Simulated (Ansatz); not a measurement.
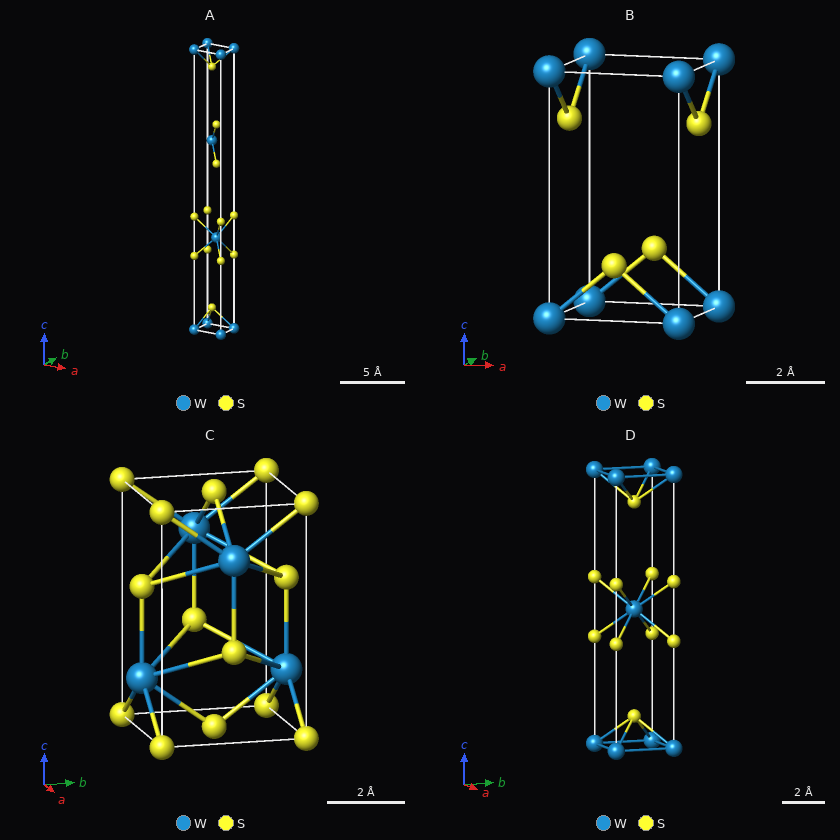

Four structures of WS$_{2}$, each relaxed to rest (conventional cells in solid outline, small ones repeated, each panel with its own scale). Method: DFT PBE, scalar-relativistic, plane waves, PAW (Ansatz), without spin polarisation.

### What are the structures shown?

A: 9 atoms a cell on a rhombohedral (trigonal R) lattice, R3m; B: 3 atoms a cell on a primitive tetragonal lattice, P-4m2; C: 6 atoms a cell on a primitive tetragonal lattice, P4/nmm; D: 6 atoms a cell on a body-centred tetragonal lattice, I4/mmm.

### Rank them by energy, lowest first.

A, then D (+465 meV/atom), B (+710 meV/atom) and C (+1025 meV/atom), energies at zero smearing.

### Collect the results in a table.

| panel | structure | E − E(lowest) (meV/atom) | volume (Å³/atom) | gap (eV) |
| --- | --- | --- | --- | --- |
| A | R3m | 0 | 21.9 | 2.06 |
| D | I4/mmm | 465 | 19.5 | metal |
| B | P-4m2 | 710 | 26.4 | metal |
| C | P4/nmm | 1025 | 16.3 | metal |

Some of these may be structure types tried for this composition rather than known phases, and the most stable form need not be among them. Gaps are taken on the k-mesh or band path of each run.
